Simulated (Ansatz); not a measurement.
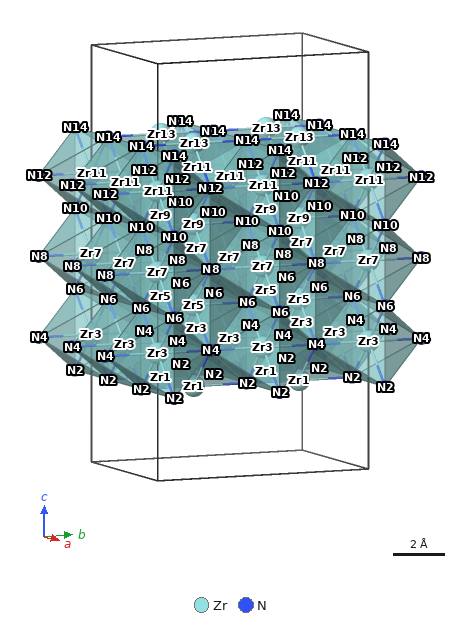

**Figure 1.** The input geometry of run 1 (polyhedral view of the 2 × 2 repeat of the cell, with the vacuum cut short, seen slightly off an axis; polyhedra are completed across the faces of the cell; atoms are numbered from 1 in the order of the input). An atom can appear more than once, as a periodic image.

**ZrN: a changed input and its effect**

System: ZrN (slab, 14 atoms in the cell).
Method of run 1: DFT r2SCAN, scalar-relativistic, plane waves, PAW, no spin polarisation (Ansatz 0.2.0).

The structure derives from an entry of the Crystallography Open Database. Text and figures count atoms from 1; the logs count them from 0 in places.

## Input file, run 1
```yaml
crystal:
  lattice:
    - [3.2489094157, 0.0, 0.0]
    - [0.0, 4.5946517586, 0.0]
    - [0.0, 0.0, 24.7467282471]
  atoms:
    - { symbol: Zr, position: [0.5, 0.5, 0.3030703665] }
    - { symbol: "N", position: [0.5, 0.0, 0.3030703665] }
    - { symbol: Zr, position: [0.0, 0.0, 0.3687135777] }
    - { symbol: "N", position: [0.0, 0.5, 0.3687135777] }
    - { symbol: Zr, position: [0.5, 0.5, 0.4343567888] }
    - { symbol: "N", position: [0.5, 0.0, 0.4343567888] }
    - { symbol: Zr, position: [0.0, 0.0, 0.5] }
    - { symbol: "N", position: [0.0, 0.5, 0.5] }
    - { symbol: Zr, position: [0.5, 0.5, 0.5656432112] }
    - { symbol: "N", position: [0.5, 0.0, 0.5656432112] }
    - { symbol: Zr, position: [0.0, 0.0, 0.6312864223] }
    - { symbol: "N", position: [0.0, 0.5, 0.6312864223] }
    - { symbol: Zr, position: [0.5, 0.5, 0.6969296335] }
    - { symbol: "N", position: [0.5, 0.0, 0.6969296335] }
basis:
  ecutwfc: 500
kpoints:
  mp_grid: { grid: [11, 8, 1] }
hamiltonian:
  xc: r2scan
scf:
  occupations: { method: gaussian, width: 0.1 }
output:
  forces: true
  stress: true
  eigenvalues: true
  write_density: true
  write_potential: true
  elf: true
  volumetric_format: npy
efield:
  axis: 3
  dipole_correction: true
  ramp_width: 0.04
```

Launched with:
```bash
ansatz run input.yaml --threads 1 --pin off --max-ram 2560MiB --backend cpu --events-out ev --progress --plain --runs-dir out
```

Hardware: 1 thread of Oxide Virtual Turin-like (Zen 5), 32 GiB of memory available, shared host.

## Output, shortened to warnings, some set-up lines, iterations and results (run 1)
```
WARN: The output density's exchange-correlation potential varies sharply where the density is thin. Do not read a vacuum level from v_tot or v_xc, or from such a field of the output density. On a cell that repeats whose density bears no net charge and no dipole along the vacuum's axis use v_es (v_loc + v_h of the components); under efield.dipole_correction with no amplitude use v_es + v_field, …
Basis set: ecut = 500 eV, 9393 PW (Γ), exchange–correlation on 96×144×768 points (64 copies of the dense FFT grid, shifted against one another)
Symmetry: 4 space group operations
k-points: 30 of 88
Initial density: superposition of atomic densities (neutral atoms: chi_scale 0, normalization atom), corrected by the library's trained network
[...]
SCF iter   1: F=—  HF=-32079.945323 eV  |F-HF|=—  |Δ(HF+E_count)|=         —  Δρ=9.71e-3  dr2=7.13e-1  dr2_τ=7.10e-1  ethr=1.77e-3  p=0.000 e·Å  D=2.00e-13 V/Å  ΔV_dip=-0.00 …
SCF iter   2: F=—  HF=-32080.347118 eV  |F-HF|=—  |Δ(HF+E_count)|=   4.02e-1  Δρ=6.77e-3  dr2=2.06e-1  dr2_τ=4.26e-2  ethr=5.99e-4  p=0.000 e·Å  D=6.82e-6 V/Å  ΔV_dip=-0.00 …
SCF iter   3: F=—  HF=-32080.330545 eV  |F-HF|=—  |Δ(HF+E_count)|=   1.66e-2  Δρ=2.36e-3  dr2=4.12e-2  dr2_τ=3.26e-3  ethr=1.73e-4  p=0.000 e·Å  D=4.02e-6 V/Å  ΔV_dip=-0.00 …
SCF iter   4: F=—  HF=-32080.330309 eV  |F-HF|=—  |Δ(HF+E_count)|=   2.36e-4  Δρ=8.70e-4  dr2=1.33e-2  dr2_τ=3.54e-4  ethr=3.46e-5  p=0.000 e·Å  D=1.22e-6 V/Å  ΔV_dip=-0.00 …
SCF iter   5: F=—  HF=-32080.331091 eV  |F-HF|=—  |Δ(HF+E_count)|=   7.82e-4  Δρ=3.85e-4  dr2=6.02e-4  dr2_τ=4.47e-5  ethr=1.11e-5  p=0.000 e·Å  D=1.48e-7 V/Å  ΔV_dip=-0.00 …
SCF iter   6: F=—  HF=-32080.331628 eV  |F-HF|=—  |Δ(HF+E_count)|=   5.37e-4  Δρ=1.95e-4  dr2=2.36e-4  dr2_τ=9.72e-6  ethr=5.06e-7  p=0.000 e·Å  D=3.68e-7 V/Å  ΔV_dip=-0.00 …
SCF iter   7: F=—  HF=-32080.331842 eV  |F-HF|=—  |Δ(HF+E_count)|=   2.14e-4  Δρ=9.55e-5  dr2=4.17e-5  dr2_τ=4.31e-6  ethr=1.98e-7  p=0.000 e·Å  D=1.43e-7 V/Å  ΔV_dip=-0.00 …
SCF iter   8: F=—  HF=-32080.332276 eV  |F-HF|=—  |Δ(HF+E_count)|=   4.33e-4  Δρ=3.68e-5  dr2=1.74e-5  dr2_τ=1.01e-6  ethr=3.50e-8  p=-0.000 e·Å  D=-1.31e-8 V/Å  ΔV_dip=0.00 …
SCF iter   9: F=—  HF=-32080.332277 eV  |F-HF|=—  |Δ(HF+E_count)|=   1.20e-6  Δρ=1.13e-5  dr2=1.11e-6  dr2_τ=3.77e-8  ethr=1.46e-8  p=-0.000 e·Å  D=-1.55e-8 V/Å  ΔV_dip=0.00 …
SCF iter  10: F=—  HF=-32080.332278 eV  |F-HF|=—  |Δ(HF+E_count)|=   8.37e-7  Δρ=5.06e-6  dr2=1.61e-7  dr2_τ=5.41e-9  ethr=9.36e-10  p=-0.000 e·Å  D=-1.22e-8 V/Å  ΔV_dip=0.00 …
SCF iter  11: F=-32080.332278 eV  HF=-32080.332278 eV  |F-HF|=4.03e-9  |Δ(HF+E_count)|=   1.77e-7  Δρ=2.63e-6  dr2=5.53e-8  dr2_τ=1.62e-9  ethr=8.40e-11  p=-0.000 e·Å  …
SCF 1 converged in 11 iterations: F = -32080.332278 eV  dr2 = 5.53e-8
WARN: The output density's exchange-correlation potential varies sharply where the density is thin. Do not read a vacuum level from v_tot or v_xc, or from such a field of the output density. On a cell that repeats whose density bears no net charge and no dipole along the vacuum's axis use v_es …
SCF converged after 11 iterations
Free energy (F): -32080.332278 eV
Harris-Foulkes:  -32080.332278 eV  (|F-HF|=4.03e-9)
Internal energy: -32080.301593 eV  (E = F + TS)
E sigma→0 (E₀):  -32080.316935 eV
Entropy (-TS):   -0.030685 eV (-2.192 meV/atom)
Fermi energy:    6.505563 eV
Dipole field:    D = 0.000000 V/Å  (p = 0.000000 e·Å, saw-weighted, corrected)
Work function:   Φ+ = 2.9410 eV   Φ− = 2.9410 eV
[...]
```

For run 2 the input was changed thus:
```diff
-  ecutwfc: 500
+  ecutwfc: 420
-  xc: r2scan
+  xc: pbe
```

How does run 2 compare with run 1?

The total energies belong to different methods, so their difference says nothing on which is more stable or more accurate. The largest force goes from 1.433 to 1.411 eV/Å. The work function goes from 2.94 to 3.01 eV. The functional changes from r2SCAN to PBE. The SCF takes 10 iterations against 11. The plane waves at Γ go from 9393 to 7255. On the same kind of shared host run 2 took about 0.54 times as long.

## Output, shortened to warnings, some set-up lines, iterations and results (run 2)
```
WARN: The output density's exchange-correlation potential varies sharply where the density is thin. Do not read a vacuum level from v_tot or v_xc, or from such a field of the output density. On a cell that repeats whose density bears no net charge and no dipole along the vacuum's axis use v_es (v_loc + v_h of the components); under efield.dipole_correction with no amplitude use v_es + v_field, …
Basis set: ecut = 420 eV, 7255 PW (Γ), exchange–correlation on 48×64×360 points (8 copies of the dense FFT grid, shifted against one another)
Symmetry: 4 space group operations
k-points: 30 of 88
Initial density: superposition of atomic densities (neutral atoms: chi_scale 0, normalization atom), corrected by the library's trained network
[...]
SCF iter   1: F=—  HF=-31993.933038 eV  |F-HF|=—  |Δ(HF+E_count)|=         —  Δρ=4.21e-3  dr2=2.82e-1  ethr=1.77e-3  p=0.000 e·Å  D=1.09e-13 V/Å  ΔV_dip=-0.00 eV  …
SCF iter   2: F=—  HF=-31993.916474 eV  |F-HF|=—  |Δ(HF+E_count)|=   1.66e-2  Δρ=2.63e-3  dr2=4.44e-2  ethr=2.37e-4  p=0.000 e·Å  D=1.16e-5 V/Å  ΔV_dip=-0.00 eV  …
SCF iter   3: F=—  HF=-31993.918159 eV  |F-HF|=—  |Δ(HF+E_count)|=   1.69e-3  Δρ=1.00e-3  dr2=5.65e-3  ethr=3.73e-5  p=0.000 e·Å  D=9.90e-6 V/Å  ΔV_dip=-0.00 eV  …
SCF iter   4: F=—  HF=-31993.918672 eV  |F-HF|=—  |Δ(HF+E_count)|=   5.12e-4  Δρ=4.93e-4  dr2=2.44e-3  ethr=4.75e-6  p=0.000 e·Å  D=5.64e-6 V/Å  ΔV_dip=-0.00 eV  …
SCF iter   5: F=—  HF=-31993.918784 eV  |F-HF|=—  |Δ(HF+E_count)|=   1.12e-4  Δρ=1.70e-4  dr2=1.37e-4  ethr=2.05e-6  p=0.000 e·Å  D=2.66e-6 V/Å  ΔV_dip=-0.00 eV  …
SCF iter   6: F=—  HF=-31993.918870 eV  |F-HF|=—  |Δ(HF+E_count)|=   8.59e-5  Δρ=9.03e-5  dr2=5.56e-5  ethr=1.15e-7  p=0.000 e·Å  D=1.26e-6 V/Å  ΔV_dip=-0.00 eV  …
SCF iter   7: F=—  HF=-31993.918700 eV  |F-HF|=—  |Δ(HF+E_count)|=   1.69e-4  Δρ=3.73e-5  dr2=1.52e-5  ethr=4.67e-8  p=0.000 e·Å  D=6.46e-7 V/Å  ΔV_dip=-0.00 eV  …
SCF iter   8: F=—  HF=-31993.918708 eV  |F-HF|=—  |Δ(HF+E_count)|=   7.41e-6  Δρ=1.63e-5  dr2=2.93e-6  ethr=1.27e-8  p=0.000 e·Å  D=2.67e-7 V/Å  ΔV_dip=-0.00 eV  …
SCF iter   9: F=—  HF=-31993.918709 eV  |F-HF|=—  |Δ(HF+E_count)|=   1.67e-6  Δρ=6.43e-6  dr2=3.73e-7  ethr=2.46e-9  p=0.000 e·Å  D=9.67e-8 V/Å  ΔV_dip=-0.00 eV  …
SCF iter  10: F=-31993.918709 eV  HF=-31993.918709 eV  |F-HF|=1.95e-9  |Δ(HF+E_count)|=   1.62e-7  Δρ=1.82e-6  dr2=3.34e-8  ethr=8.40e-11  p=0.000 e·Å  D=4.95e-8 V/Å  …
SCF 1 converged in 10 iterations: F = -31993.918709 eV  dr2 = 3.34e-8
WARN: The output density's exchange-correlation potential varies sharply where the density is thin. Do not read a vacuum level from v_tot or v_xc, or from such a field of the output density. On a cell that repeats whose density bears no net charge and no dipole along the vacuum's axis use v_es …
SCF converged after 10 iterations
Free energy (F): -31993.918709 eV
Harris-Foulkes:  -31993.918709 eV  (|F-HF|=1.95e-9)
Internal energy: -31993.886227 eV  (E = F + TS)
E sigma→0 (E₀):  -31993.902468 eV
Entropy (-TS):   -0.032482 eV (-2.320 meV/atom)
Fermi energy:    6.391796 eV
Dipole field:    D = -0.000000 V/Å  (p = -0.000000 e·Å, saw-weighted, corrected)
Work function:   Φ+ = 3.0058 eV   Φ− = 3.0058 eV
[...]
```

## The two runs side by side

```tsv
quantity	run 1	run 2
outcome	converged	converged
free energy per atom (eV)	−2291.4523	−2285.2799
energy per atom, smearing taken to zero (eV)	−2291.4512	−2285.2787
gap on the mesh (eV)	0.00	0.00
work function (eV)	2.94	3.01
largest force (eV/Å)	1.433	1.411
SCF iterations	11	10
irreducible k-points	30	30
plane waves at Γ	9393	7255
wall time (shared host)	88 s	47 s
```

For both runs: Warnings: the exchange-correlation potential is rough where the density is thin. The cell holds an odd number of electrons but the run has no spin polarisation, so a band is left half filled.
